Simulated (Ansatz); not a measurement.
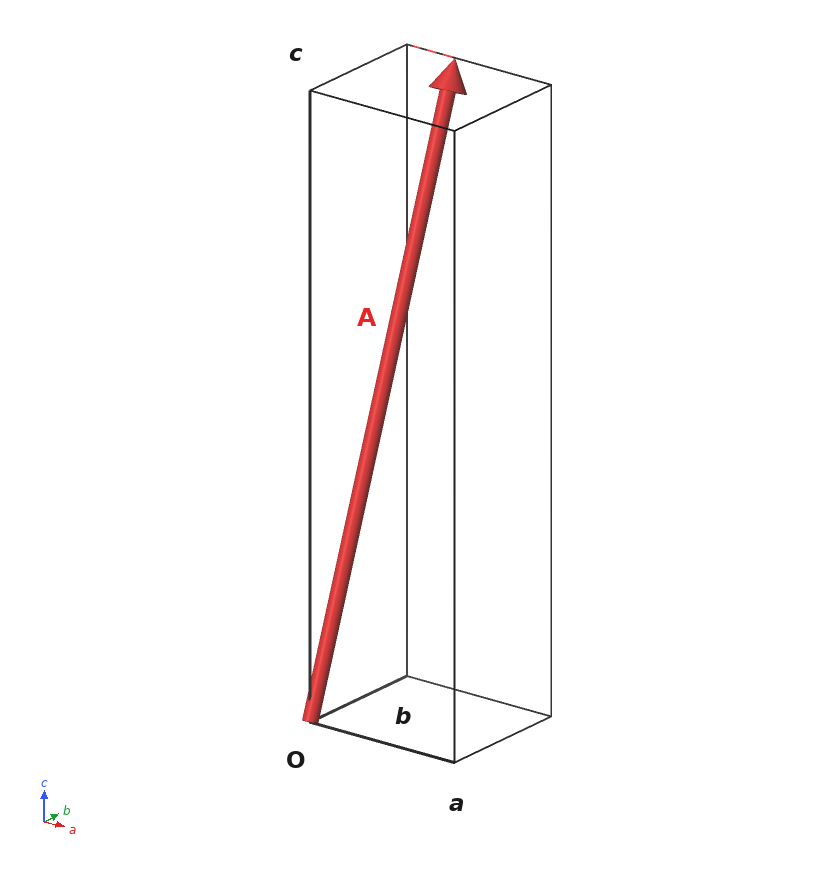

For BN, a calculation's input that goes back to an entry of the Crystallography Open Database (an earlier step may have relaxed or displaced it): the arrow starts at a corner of the unit cell and ends on its surface; where a tip isn't a corner, dashed lines run from it parallel to the axes. Geometry calculated from the standardised cell; symmetry tolerance 0.002 Å.

a = 2.504 Å, b = 2.504 Å, c = 6.661 Å, α = 90.00°, β = 90.00°, γ = 120.00°.

> Index the direction.

Arrow A runs from (0, 0, 0) to (1/3, 1, 1), so [1 3 3], in four indices [−1 5 −4 9].

> How long is the vector ua + vb + wc?

21.053 Å.
